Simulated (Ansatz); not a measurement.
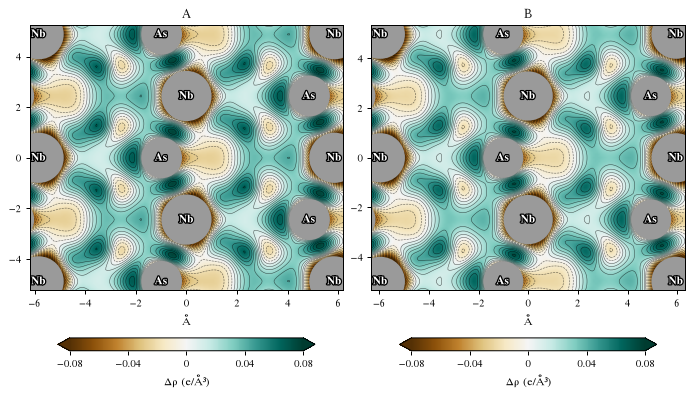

NbAs: deformation density on the (110) plane of the conventional cell at two volumes, with the same fractional coordinates and one colour scale. Grey discs cover the cores. Panel B has 106 % of the volume of panel A.

Space group I4_1md.

All numbers below come from DFT PBE, scalar-relativistic, plane waves, PAW in Ansatz 0.2.0.

What changes between the database cell and the scaled one?

Answer. From A to B, As–Nb goes from 2.60 to 2.65 Å, and Δρ at its midpoint stays at +0.06 e/Å³.
- The pressure is 3.3 GPa in A and −5.8 GPa in B.
- Bader charges in A: Nb +1.02 and As −1.02 e; in B: Nb +1.03 and As −1.03 e.
- The rearranged charge is 0.28 e an atom in A and 0.28 e in B.

Run times: 51 s (base cell) and 47 s (scaled cell), on 1 thread of Arm Neoverse V2 (shared host).
